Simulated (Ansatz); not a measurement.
## Sr2Ti2O5: geometry relaxation (part 1 of 3)

Sr2Ti2O5 (9 atoms in the cell), computed with DFT PBEsol, scalar-relativistic, plane waves, PAW (Ansatz 0.2.0).

The structure derives from a Materials Project entry. The run did not end well. Figures and captions count atoms from 1; the log counts them from 0 in places.

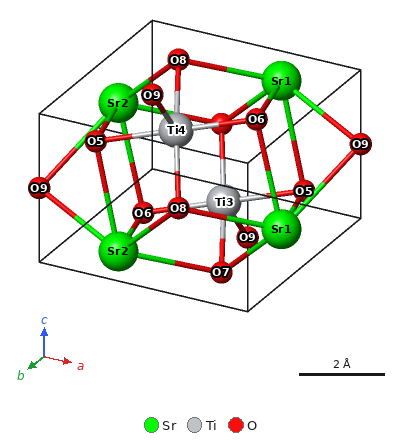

Figure 1. The structure as given in the input (ball-and-stick view of the cell of the calculation, seen at an oblique angle; atoms are numbered from 1 in the order of the input). An atom can appear more than once, as a periodic image.

Outcome

```tsv
quantity	value
outcome	stopped at the time limit
space group (tolerance 0.01 Å)	Cmmm (65)
final cell	a = 5.473 Å, b = 5.473 Å, c = 3.877 Å, α = 90.00°, β = 90.00°, γ = 91.72°
hardware	2 threads of Intel Xeon @ 2.50GHz (Skylake/Cascade Lake), 189 GiB of memory available, shared host
wall time	15 min (CPU time 28 min)
peak memory	0.89 GiB
```

Diagnosis

The run was cut off by its time limit, so the output is incomplete.

Input file
```yaml
crystal:
  lattice:
    - [3.90773, -3.975337, 0.0]
    - [3.90773, 3.975337, 0.0]
    - [0.0, 0.0, 3.940037]
  atoms:
    - { symbol: Sr, position: [0.753504, 0.246496, 0.0] }
    - { symbol: Sr, position: [0.246496, 0.753504, 0.0] }
    - { symbol: Ti, position: [0.750399, 0.750399, 0.5], spin: 0.13 }
    - { symbol: Ti, position: [0.249601, 0.249601, 0.5], spin: 0.13 }
    - { symbol: O, position: [0.0, 0.5, 0.5] }
    - { symbol: O, position: [0.5, 0.0, 0.5] }
    - { symbol: O, position: [0.725197, 0.725197, 0.0] }
    - { symbol: O, position: [0.274803, 0.274803, 0.0] }
    - { symbol: O, position: [0.0, 0.0, 0.5] }
basis:
  ecutwfc: 420
kpoints:
  mp_grid: { grid: [6, 6, 10] }
hamiltonian:
  xc: pbesol
scf:
  occupations: { method: gaussian, width: 0.1 }
output:
  forces: true
  stress: true
  eigenvalues: true
  populations: true
  write_density: true
  write_potential: true
  elf: true
  volumetric_format: npy
magnetization:
  spin_polarized: true
relax:
  adjacent_minimum: "off"
  f_tol: 0.005
  max_steps: 80
  cell: { stress_tol: 0.05 }
```

Launch command:
```bash
ansatz run input.yaml --threads 2 --pin off --max-ram 5120MiB --backend cpu --events-out ev --progress --plain --runs-dir out
```

The program's output
```
Engine: ansatz 0.2.0, x86_64-unknown-linux-gnu
Pseudopotentials: kind: paw
Pseudopotential: Sr, paw, valence charge 10, recommended cutoff 420 eV (normal), Sr.paw.azcp
Pseudopotential: Ti, paw, valence charge 12, recommended cutoff 420 eV (normal), Ti.paw.azcp
Pseudopotential: O, paw, valence charge 6, recommended cutoff 420 eV (normal), O.paw.azcp
Functional definition: PBEsol
  exchange = pbesol_x
  correlation = pbesol_c
Crystal: 9 atoms, lattice volume = 122.413 Å³
Basis set: ecut = 420 eV, 2409 PW (Γ), exchange–correlation on 80×80×54 points (8 copies of the dense FFT grid, shifted against one another)
Bands: 47, of which v1, the nominal top of the filled ones, is band 37 counted from 1 (36 counted from 0)
Symmetry: 8 space group operations
Space group: Cmmm (ITA 65), of the structure as read, at distance tolerance 5.0e-5 Å
Magnetic group: BNS 65.481 (UNI 579), of the structure as read, at distance tolerance 5.0e-5 Å
k-points: 78 of 360
Non-local potential: Sr, projectors of the file, l = 0: 3, l = 1: 2, l = 2: 2
Non-local potential: Ti, projectors of the file, l = 0: 3, l = 1: 2, l = 2: 3, l = 3: 1
Non-local potential: O, projectors of the file, l = 0: 2, l = 1: 2, l = 2: 1
PAW form: soft (Blöchl's): semilocal exchange-correlation on the pseudo side does not see the compensation charge
PAW frozen core: Sr, regenerated for the run's functional, and the local potential with it (the file was generated under x = pbe(κ = 0.804, μ = 0.2195149727645171), c = pbe(β = 0.06672455060314922))
PAW frozen core: Ti, regenerated for the run's functional, and the local potential with it (the file was generated under x = pbe(κ = 0.804, μ = 0.2195149727645171), c = pbe(β = 0.06672455060314922))
PAW frozen core: O, regenerated for the run's functional, and the local potential with it (the file was generated under x = pbe(κ = 0.804, μ = 0.2195149727645171), c = pbe(β = 0.06672455060314922))
PAW one-centre angular grid: Sr, 110 points (default); XC on 64 Gauss nodes
PAW one-centre angular grid: Ti, 590 points (default); XC on 64 Gauss nodes
PAW one-centre angular grid: O, 110 points (default); XC on 64 Gauss nodes
Initial density: superposition of atomic densities (chi_scale 0.1, normalization cell, long waves kept (reshape's long-wave potential 0.04 eV rms))
Starting moments: Σ|m| = 0.26 μB on 2 of 9 sites
Initial wavefunctions: pseudopotential atomic-orbital guess
Functional: x = pbesol(κ = 0.804, μ = 0.12345679012345678), c = pbesol(β = 0.046)
SCF iter   1: F=—  HF=-14752.012396 eV  |F-HF|=—  |Δ(HF+E_count)|=         —  Δρ=3.30e-2 (↑3.30e-2 ↓3.18e-2)  dr2=4.91e0  dr2_m=5.32e-3  M=0.077 μB ∫|m|=0.154 μB  β_m=0.30  ethr=3.10e-3  ⟨swp⟩=8.6  Hψ=36519  notcnv=0
Mixer restart at iter 1: flushing history
preconditioner: auto → Kerker (q_TF=auto, 2.509 Å⁻¹)  [metal: Δε(μ)=0.018 eV  Ē_g=12.522 eV  σ=0.100 eV  W_gap=0.10  n_scr=34 (ndim 8)  ℏωp=24.7 eV  f_vac=0.000  D(μ)=1.46/eV (n_scr^D=4)]
spin=Collinear: Kerker preconditioning applied to the charge; magnetization (m = ρ↑ − ρ↓) channel mixes plain (no charge-response kernel on spin).
SCF iter   2: F=—  HF=-14751.015135 eV  |F-HF|=—  |Δ(HF+E_count)|=   9.97e-1  Δρ=1.98e-2 (↑1.98e-2 ↓1.92e-2)  dr2=2.21e0  dr2_m=2.02e-3  M=0.102 μB ∫|m|=0.157 μB  β_m=0.54  ethr=3.10e-3  ⟨swp⟩=2.7  Hψ=11733  notcnv=0  defer=488
SCF iter   3: F=—  HF=-14750.325309 eV  |F-HF|=—  |Δ(HF+E_count)|=   6.90e-1  Δρ=6.69e-3 (↑6.55e-3 ↓6.69e-3)  dr2=3.10e-1  dr2_m=8.57e-5  M=0.136 μB ∫|m|=0.165 μB  β_m=0.62  ethr=2.99e-3  ⟨swp⟩=2.6  Hψ=11988  notcnv=0  defer=488
SCF iter   4: F=—  HF=-14750.349762 eV  |F-HF|=—  |Δ(HF+E_count)|=   2.45e-2  Δρ=3.02e-3 (↑3.02e-3 ↓2.93e-3)  dr2=5.49e-2  dr2_m=5.69e-5  M=0.153 μB ∫|m|=0.174 μB  β_m=0.81  ethr=4.19e-4  ⟨swp⟩=2.5  Hψ=13904  notcnv=0  defer=479
SCF iter   5: F=—  HF=-14750.349172 eV  |F-HF|=—  |Δ(HF+E_count)|=         —  Δρ=1.53e-3 (↑1.53e-3 ↓1.29e-3)  dr2=5.84e-3  dr2_m=1.43e-3  M=0.239 μB ∫|m|=0.262 μB  β_m=0.81  ethr=7.41e-5  ⟨swp⟩=2.0  Hψ=11911  notcnv=0  defer=474
Mixer restart at iter 5: flushing history
SCF iter   6: F=—  HF=-14750.350207 eV  |F-HF|=—  |Δ(HF+E_count)|=   1.04e-3  Δρ=1.32e-3 (↑1.07e-3 ↓1.32e-3)  dr2=2.18e-3  dr2_m=1.32e-3  M=0.304 μB ∫|m|=0.334 μB  β_m=0.76  ethr=7.89e-6  ⟨swp⟩=1.8  Hψ=7977  notcnv=0  defer=473
SCF iter   7: F=—  HF=-14750.351456 eV  |F-HF|=—  |Δ(HF+E_count)|=   1.25e-3  Δρ=1.26e-3 (↑1.26e-3 ↓1.04e-3)  dr2=8.61e-4  dr2_m=1.38e-3  M=0.401 μB ∫|m|=0.441 μB  β_m=0.42  ethr=2.95e-6  ⟨swp⟩=2.2  Hψ=11737  notcnv=0  defer=473
SCF iter   8: F=—  HF=-14750.351877 eV  |F-HF|=—  |Δ(HF+E_count)|=   4.21e-4  Δρ=1.02e-3 (↑1.02e-3 ↓9.23e-4)  dr2=1.23e-4  dr2_m=1.04e-3  M=0.462 μB ∫|m|=0.510 μB  β_m=0.95  ethr=1.16e-6  ⟨swp⟩=2.0  Hψ=10193  notcnv=0  defer=472
SCF iter   9: F=—  HF=-14750.353011 eV  |F-HF|=—  |Δ(HF+E_count)|=   1.13e-3  Δρ=7.42e-4 (↑7.42e-4 ↓6.27e-4)  dr2=5.35e-4  dr2_m=4.25e-4  M=0.585 μB ∫|m|=0.648 μB  β_m=0.99  ethr=1.66e-7  ⟨swp⟩=3.0  Hψ=15382  notcnv=0  defer=473
SCF iter  10: F=—  HF=-14750.353578 eV  |F-HF|=—  |Δ(HF+E_count)|=   5.67e-4  Δρ=2.54e-4 (↑2.28e-4 ↓2.54e-4)  dr2=4.34e-4  dr2_m=1.18e-5  M=0.690 μB ∫|m|=0.769 μB  β_m=0.95  ethr=1.66e-7  ⟨swp⟩=3.2  Hψ=15743  notcnv=0  defer=473
SCF iter  11: F=—  HF=-14750.353487 eV  |F-HF|=—  |Δ(HF+E_count)|=   9.10e-5  Δρ=2.60e-4 (↑1.54e-4 ↓2.60e-4)  dr2=7.44e-5  dr2_m=3.66e-5  M=0.666 μB ∫|m|=0.741 μB  β_m=0.92  ethr=1.66e-7  ⟨swp⟩=2.1  Hψ=12865  notcnv=0  defer=473
SCF iter  12: F=—  HF=-14750.353798 eV  |F-HF|=—  |Δ(HF+E_count)|=   3.11e-4  Δρ=6.88e-5 (↑4.17e-5 ↓6.88e-5)  dr2=1.30e-5  dr2_m=1.29e-6  M=0.688 μB ∫|m|=0.765 μB  β_m=0.96  ethr=1.00e-7  ⟨swp⟩=2.7  Hψ=12449  notcnv=0  defer=473
SCF iter  13: F=—  HF=-14750.353803 eV  |F-HF|=—  |Δ(HF+E_count)|=   4.37e-6  Δρ=2.73e-5 (↑1.87e-5 ↓2.73e-5)  dr2=2.52e-6  dr2_m=2.71e-7  M=0.701 μB ∫|m|=0.779 μB  β_m=0.98  ethr=1.76e-8  ⟨swp⟩=2.8  Hψ=12963  notcnv=0  defer=473
SCF iter  14: F=—  HF=-14750.353803 eV  |F-HF|=—  |Δ(HF+E_count)|=   1.33e-7  Δρ=1.36e-5 (↑1.36e-5 ↓1.21e-5)  dr2=1.02e-6  dr2_m=4.96e-9  M=0.699 μB ∫|m|=0.777 μB  β_m=0.99  ethr=3.41e-9  ⟨swp⟩=2.1  Hψ=10005  notcnv=0  defer=471
SCF iter  15: F=—  HF=-14750.353803 eV  |F-HF|=—  |Δ(HF+E_count)|=   5.49e-8  Δρ=1.24e-5 (↑9.55e-6 ↓1.24e-5)  dr2=3.34e-7  dr2_m=5.42e-8  M=0.700 μB ∫|m|=0.778 μB  β_m=0.84  ethr=1.38e-9  ⟨swp⟩=2.3  Hψ=11170  notcnv=0  defer=471
SCF iter  16: F=—  HF=-14750.353803 eV  |F-HF|=—  |Δ(HF+E_count)|=   2.58e-8  Δρ=6.40e-6 (↑6.40e-6 ↓3.27e-6)  dr2=3.55e-8  dr2_m=2.12e-8  M=0.699 μB ∫|m|=0.777 μB  β_m=0.83  ethr=4.51e-10  ⟨swp⟩=2.0  Hψ=11369  notcnv=0  defer=471
SCF iter  17: F=—  HF=-14750.353803 eV  |F-HF|=—  |Δ(HF+E_count)|=   2.23e-8  Δρ=1.46e-6 (↑1.46e-6 ↓1.01e-6)  dr2=6.86e-9  dr2_m=3.46e-10  M=0.699 μB ∫|m|=0.777 μB  β_m=0.91  ethr=4.80e-11  ⟨swp⟩=2.6  Hψ=12282  notcnv=0  defer=471
SCF iter  18: F=-14750.353803 eV  HF=-14750.353803 eV  |F-HF|=7.35e-10  |Δ(HF+E_count)|=   1.84e-9  Δρ=5.48e-7 (↑5.48e-7 ↓4.67e-7)  dr2=1.11e-9  dr2_m=7.59e-11  M=0.699 μB ∫|m|=0.777 μB  ethr=9.27e-12  ⟨swp⟩=15.4  Hψ=51715  notcnv=0
SCF 1 converged in 18 iterations: F = -14750.353803 eV  dr2 = 1.11e-9
  greatest PAW one-centre occupation: 0.999 electrons in one spin orbital (limit 2), on the Ti atom at site 3 (counted from 0), in its partial waves of l = 0
relax step   1: F+E_penalty+E_count = -14750.35380291 eV  Δ(F+E_penalty+E_count) = +0.000e0 eV  max|allowed force component| = 3.747e-1 eV/Å  Δτ_max = 0.0000 Å  P = -6.679 GPa  Ω = 122.413 Å³  (18 SCF iters, dr2 threshold 1.00e-7 eV, accepted)
Crystal: 9 atoms, lattice volume = 113.854 Å³
Basis set: ecut = 420 eV, 2217 PW (Γ), exchange–correlation on 80×80×54 points (8 copies of the dense FFT grid, shifted against one another)
Initial density: handed on by an earlier stage of this run
Starting moments: Σ|m| = 0.26 μB on 2 of 9 sites; this step starts from the density that it was given
Initial wavefunctions: those handed on with the density
iter 1 solved again at ethr=2.32e-4 eV; its pass at ethr=3.10e-3 eV (dr2=1.71e-1 eV) is discarded
SCF iter   1: F=—  HF=-14750.490401 eV  |F-HF|=—  |Δ(HF+E_count)|=         —  Δρ=5.45e-3 (↑5.31e-3 ↓5.45e-3)  dr2=1.76e-1  dr2_m=5.44e-4  M=0.704 μB ∫|m|=0.767 μB  β_m=0.30  ethr=2.32e-4  ⟨swp⟩=1.3  Hψ=39973  notcnv=0
preconditioner: auto → Kerker (q_TF=auto, 2.539 Å⁻¹)  [metal: Δε(μ)=0.002 eV  Ē_g=12.540 eV  σ=0.100 eV  W_gap=0.01  n_scr=30 (ndim 8)  ℏωp=25.6 eV  f_vac=0.000  D(μ)=4.82/eV (n_scr^D=38)]
spin=Collinear: Kerker preconditioning applied to the charge; magnetization (m = ρ↑ − ρ↓) channel mixes plain (no charge-response kernel on spin).
SCF iter   2: F=—  HF=-14750.474656 eV  |F-HF|=—  |Δ(HF+E_count)|=   1.57e-2  Δρ=3.74e-3 (↑3.60e-3 ↓3.74e-3)  dr2=1.01e-1  dr2_m=3.68e-4  M=0.717 μB ∫|m|=0.781 μB  β_m=0.59  ethr=2.32e-4  ⟨swp⟩=1.0  Hψ=7334  notcnv=0
SCF iter   3: F=—  HF=-14750.465007 eV  |F-HF|=—  |Δ(HF+E_count)|=   9.65e-3  Δρ=1.33e-3 (↑1.33e-3 ↓1.32e-3)  dr2=2.23e-2  dr2_m=3.15e-4  M=0.768 μB ∫|m|=0.834 μB  β_m=0.65  ethr=1.36e-4  ⟨swp⟩=2.3  Hψ=12308  notcnv=0
SCF iter   4: F=—  HF=-14750.459403 eV  |F-HF|=—  |Δ(HF+E_count)|=   5.60e-3  Δρ=6.82e-4 (↑5.98e-4 ↓6.82e-4)  dr2=2.82e-3  dr2_m=2.49e-5  M=0.790 μB ∫|m|=0.860 μB  β_m=0.83  ethr=3.01e-5  ⟨swp⟩=2.0  Hψ=10725  notcnv=0
SCF iter   5: F=—  HF=-14750.459738 eV  |F-HF|=—  |Δ(HF+E_count)|=   3.35e-4  Δρ=4.09e-4 (↑4.09e-4 ↓3.05e-4)  dr2=7.28e-4  dr2_m=2.78e-5  M=0.782 μB ∫|m|=0.854 μB  β_m=0.91  ethr=3.80e-6  ⟨swp⟩=2.2  Hψ=10446  notcnv=0  defer=1
SCF iter   6: F=—  HF=-14750.459741 eV  |F-HF|=—  |Δ(HF+E_count)|=   2.52e-6  Δρ=3.26e-4 (↑3.26e-4 ↓2.42e-4)  dr2=2.63e-4  dr2_m=2.04e-5  M=0.773 μB ∫|m|=0.844 μB  β_m=0.89  ethr=9.83e-7  ⟨swp⟩=2.0  Hψ=11235  notcnv=0  defer=1
SCF iter   7: F=—  HF=-14750.459695 eV  |F-HF|=—  |Δ(HF+E_count)|=   4.59e-5  Δρ=1.32e-4 (↑8.23e-5 ↓1.32e-4)  dr2=3.96e-5  dr2_m=2.82e-6  M=0.766 μB ∫|m|=0.836 μB  β_m=0.92  ethr=3.56e-7  ⟨swp⟩=2.0  Hψ=11569  notcnv=0  defer=1
SCF iter   8: F=—  HF=-14750.459705 eV  |F-HF|=—  |Δ(HF+E_count)|=   1.02e-5  Δρ=5.44e-5 (↑2.92e-5 ↓5.44e-5)  dr2=4.71e-6  dr2_m=1.17e-6  M=0.762 μB ∫|m|=0.832 μB  β_m=0.96  ethr=5.36e-8  ⟨swp⟩=2.0  Hψ=10491  notcnv=0  defer=1
SCF iter   9: F=—  HF=-14750.459706 eV  |F-HF|=—  |Δ(HF+E_count)|=   8.04e-7  Δρ=4.76e-5 (↑4.76e-5 ↓2.56e-5)  dr2=3.31e-6  dr2_m=7.08e-7  M=0.759 μB ∫|m|=0.828 μB  β_m=0.96  ethr=6.37e-9  ⟨swp⟩=2.4  Hψ=13167  notcnv=0  defer=1
SCF iter  10: F=—  HF=-14750.459707 eV  |F-HF|=—  |Δ(HF+E_count)|=   8.35e-7  Δρ=2.22e-5 (↑2.22e-5 ↓1.92e-5)  dr2=9.59e-7  dr2_m=2.48e-7  M=0.757 μB ∫|m|=0.826 μB  β_m=0.98  ethr=4.47e-9  ⟨swp⟩=2.1  Hψ=11841  notcnv=0  defer=1
iter 11 did not close the SCF: its close was put off for a magnetic moment that had not settled (scf_convergence_deferred on its scf_iter line)
SCF iter  11: F=-14750.459707 eV  HF=-14750.459707 eV  |F-HF|=2.02e-7  |Δ(HF+E_count)|=   2.43e-7  Δρ=9.81e-6 (↑9.81e-6 ↓8.47e-6)  dr2=2.88e-7  dr2_m=1.05e-8  M=0.755 μB ∫|m|=0.824 μB  β_m=0.91  ethr=1.22e-9  ⟨swp⟩=11.2  Hψ=58022  notcnv=0
SCF iter  12: F=-14750.459707 eV  HF=-14750.459707 eV  |F-HF|=2.34e-9  |Δ(HF+E_count)|=   1.51e-8  Δρ=2.24e-6 (↑2.24e-6 ↓1.85e-6)  dr2=1.32e-8  dr2_m=1.30e-9  M=0.755 μB ∫|m|=0.824 μB  ethr=3.89e-10  ⟨swp⟩=7.3  Hψ=50461  notcnv=0
SCF 2 converged in 12 iterations: F = -14750.459707 eV  dr2 = 1.32e-8
[... from here on the iterations of each SCF are left out, up to the last one ...]
relax step   2: F+E_penalty+E_count = -14750.45970675 eV  Δ(F+E_penalty+E_count) = -1.059e-1 eV  max|allowed force component| = 2.952e-1 eV/Å  Δτ_max = 0.1003 Å  P = +1.754 GPa  Ω = 113.854 Å³  energy of the carried Pulay correction = +2.840e-2 eV  (12 SCF iters, dr2 threshold 9.00e-7 eV, accepted)
Crystal: 9 atoms, lattice volume = 116.412 Å³
Basis set: ecut = 420 eV, 2277 PW (Γ), exchange–correlation on 80×80×54 points (8 copies of the dense FFT grid, shifted against one another)
preconditioner: auto → Kerker (q_TF=auto, 2.530 Å⁻¹)  [metal: Δε(μ)=0.012 eV  Ē_g=12.307 eV  σ=0.100 eV  W_gap=0.07  n_scr=30 (ndim 8)  ℏωp=25.3 eV  f_vac=0.000  D(μ)=4.18/eV (n_scr^D=34)]
spin=Collinear: Kerker preconditioning applied to the charge; magnetization (m = ρ↑ − ρ↓) channel mixes plain (no charge-response kernel on spin).
SCF 3 converged in 13 iterations: F = -14750.497610 eV  dr2 = 1.96e-8
relax step   3: F+E_penalty+E_count = -14750.49761011 eV  Δ(F+E_penalty+E_count) = -3.790e-2 eV  max|allowed force component| = 1.043e-1 eV/Å  Δτ_max = 0.0710 Å  P = -0.440 GPa  Ω = 116.412 Å³  energy of the carried Pulay correction = +1.970e-2 eV  (13 SCF iters, dr2 threshold 9.00e-7 eV, accepted)
Crystal: 9 atoms, lattice volume = 116.376 Å³
preconditioner: auto → Kerker (q_TF=auto, 2.368 Å⁻¹)  [metal: Δε(μ)=0.014 eV  Ē_g=12.380 eV  σ=0.100 eV  W_gap=0.08  n_scr=30 (ndim 8)  ℏωp=25.3 eV  f_vac=0.000  D(μ)=4.48/eV (n_scr^D=38)]
spin=Collinear: Kerker preconditioning applied to the charge; magnetization (m = ρ↑ − ρ↓) channel mixes plain (no charge-response kernel on spin).
SCF 4 converged in 9 iterations: F = -14750.498851 eV  dr2 = 6.31e-9
relax step   4: F+E_penalty+E_count = -14750.49885093 eV  Δ(F+E_penalty+E_count) = -1.241e-3 eV  max|allowed force component| = 3.556e-2 eV/Å  Δτ_max = 0.0056 Å  P = -0.157 GPa  Ω = 116.376 Å³  energy of the carried Pulay correction = +1.982e-2 eV  (9 SCF iters, dr2 threshold 9.00e-7 eV, accepted)
Crystal: 9 atoms, lattice volume = 116.312 Å³
preconditioner: auto → Kerker (q_TF=auto, 2.368 Å⁻¹)  [metal: Δε(μ)=0.012 eV  Ē_g=12.383 eV  σ=0.100 eV  W_gap=0.07  n_scr=30 (ndim 8)  ℏωp=25.3 eV  f_vac=0.000  D(μ)=4.43/eV (n_scr^D=38)]
spin=Collinear: Kerker preconditioning applied to the charge; magnetization (m = ρ↑ − ρ↓) channel mixes plain (no charge-response kernel on spin).
SCF 5 converged in 12 iterations: F = -14750.499221 eV  dr2 = 1.55e-10
relax step   5: F+E_penalty+E_count = -14750.49922106 eV  Δ(F+E_penalty+E_count) = -3.701e-4 eV  max|allowed force component| = 1.368e-2 eV/Å  Δτ_max = 0.0023 Å  P = +0.010 GPa  Ω = 116.312 Å³  energy of the carried Pulay correction = +2.003e-2 eV  (12 SCF iters, dr2 threshold 7.92e-8 eV, accepted)
Crystal: 9 atoms, lattice volume = 116.338 Å³
preconditioner: auto → Kerker (q_TF=auto, 2.368 Å⁻¹)  [metal: Δε(μ)=0.009 eV  Ē_g=12.382 eV  σ=0.100 eV  W_gap=0.05  n_scr=30 (ndim 8)  ℏωp=25.3 eV  f_vac=0.000  D(μ)=4.44/eV (n_scr^D=38)]
spin=Collinear: Kerker preconditioning applied to the charge; magnetization (m = ρ↑ − ρ↓) channel mixes plain (no charge-response kernel on spin).
SCF 6 converged in 8 iterations: F = -14750.499205 eV  dr2 = 9.39e-9
relax step   6: F+E_penalty+E_count = -14750.49920479 eV  Δ(F+E_penalty+E_count) = +1.627e-5 eV  max|allowed force component| = 6.437e-3 eV/Å  Δτ_max = 0.0043 Å  P = -0.009 GPa  Ω = 116.338 Å³  energy of the carried Pulay correction = +1.995e-2 eV  (8 SCF iters, dr2 threshold 1.17e-8 eV, accepted)
Crystal: 9 atoms, lattice volume = 116.332 Å³
preconditioner: auto → Kerker (q_TF=auto, 2.368 Å⁻¹)  [metal: Δε(μ)=0.007 eV  Ē_g=12.382 eV  σ=0.100 eV  W_gap=0.04  n_scr=30 (ndim 8)  ℏωp=25.3 eV  f_vac=0.000  D(μ)=4.43/eV (n_scr^D=38)]
spin=Collinear: Kerker preconditioning applied to the charge; magnetization (m = ρ↑ − ρ↓) channel mixes plain (no charge-response kernel on spin).
SCF 7 converged in 7 iterations: F = -14750.499232 eV  dr2 = 1.99e-9
relax step   7: F+E_penalty+E_count = -14750.49923196 eV  Δ(F+E_penalty+E_count) = -2.718e-5 eV  max|allowed force component| = 5.636e-4 eV/Å  Δτ_max = 0.0008 Å  P = -0.000 GPa  Ω = 116.332 Å³  energy of the carried Pulay correction = +1.997e-2 eV  (7 SCF iters, dr2 threshold 2.59e-9 eV, accepted)
Initial wavefunctions: pseudopotential atomic-orbital guess (no wavefunctions were taken with the density)
preconditioner: auto → Kerker (q_TF=auto, 2.368 Å⁻¹)  [metal: Δε(μ)=0.008 eV  Ē_g=12.382 eV  σ=0.100 eV  W_gap=0.04  n_scr=30 (ndim 8)  ℏωp=25.3 eV  f_vac=0.000  D(μ)=4.43/eV (n_scr^D=38)]
spin=Collinear: Kerker preconditioning applied to the charge; magnetization (m = ρ↑ − ρ↓) channel mixes plain (no charge-response kernel on spin).
SCF 8 converged in 11 iterations: F = -14750.484143 eV  dr2 = 2.10e-11
```
